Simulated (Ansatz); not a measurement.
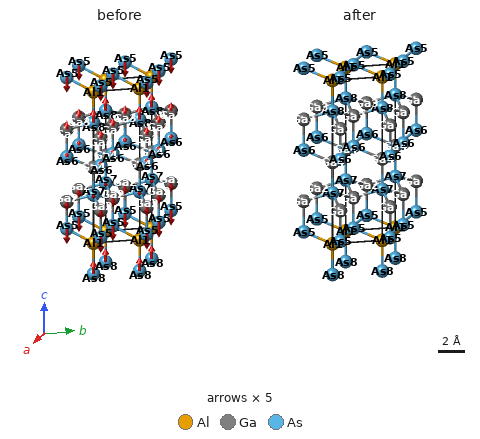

The structure of solid AlGa3As4 (a generated structure, set up in P3m1) (coarse preliminary run) before (left) and after (right) a relaxation, at one scale. The red arrows give the displacements (the part carried along by the change of the cell is left out), magnified 5 times.

Style: ball-and-stick. Shown: the cell of the calculation, slightly off an axis.

Case: In → Al, N → As on all its sites, cell and atoms relaxed.

The calculation used DFT r2SCAN, scalar-relativistic, plane waves, PAW (Ansatz 0.2.0). (plane-wave cutoff 500 eV; k-point mesh 6 × 6 × 2; occupations gaussian; smearing width 0.1 eV; no spin polarisation; cell and atoms relaxed; force threshold 0.05 eV/Å; at most 60 steps)

> What changed between the two?

Over 4 accepted moves (5 points after the start) the energy falls by 413 meV per atom. Largest force component: 3.5 eV/Å at the start, 0.016 eV/Å at the end. Pressure: 28.79 GPa at the start and −0.01 GPa at the end. At 1 point the geometry stayed and the basis and grid were re-selected for the new cell (energy shift of 1.5 meV per atom at most each time). As5 moves most relative to the cell: 0.24 Å along −c. By element the largest moves are As 0.24 Å, Ga 0.14 Å, Al 0.02 Å. Cell: a = b 3.710 → 4.002 Å (+7.9 %), c 12.173 → 13.147 Å (+8.0 %). Volume +25.7 %. Among the contacts that change: Ga2–As5 2.184 → 2.460 Å, Ga3–As6 2.212 → 2.458 Å, Ga3–As8 2.253 → 2.457 Å, Ga2–As7 2.253 → 2.455 Å. Bond angles that change, for instance: As5–Al1–As5 103.5° → 109.5°, Al1–As5–Al1 103.5° → 109.5°, As5–Al1–As8 115.0° → 109.4°. The space group stays P3m1 (No. 156). The run took 86 s on 2 threads of Oxide Virtual Turin-like Processor (Zen 5), with other jobs on the host, peak memory 0.86 GiB.
